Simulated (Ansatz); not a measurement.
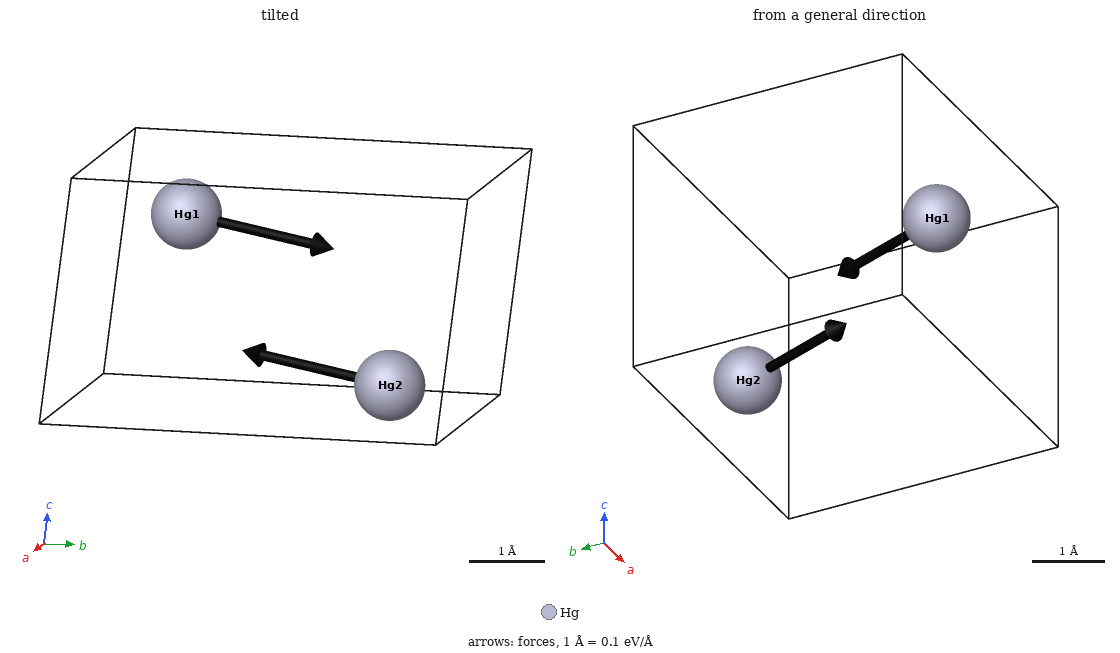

Spheres-only representation of a periodic structure, projected slightly off an axis and from a general direction. The edges of the simulation cell are marked. The arrows are the computed forces on the atoms.

System: Hg. The calculation: DFT PBE, scalar-relativistic, plane waves, PAW (Ansatz 0.2.0), with a cutoff energy of 420 eV, 12×8×12 k-points, Gaussian smearing of 0.05 eV, no spin polarisation.

Do the forces show a relaxed structure?

No. The atoms still feel forces of up to about 0.17 eV/Å, above a usual threshold of 0.01 to 0.03 eV/Å.

Where does the largest force act?

Hg1 and Hg2, about 0.17 eV/Å.

The starting point was a structure listed in the Materials Project. The cell was then strained or its atoms displaced on purpose. It was the input of a calculation with Ansatz.
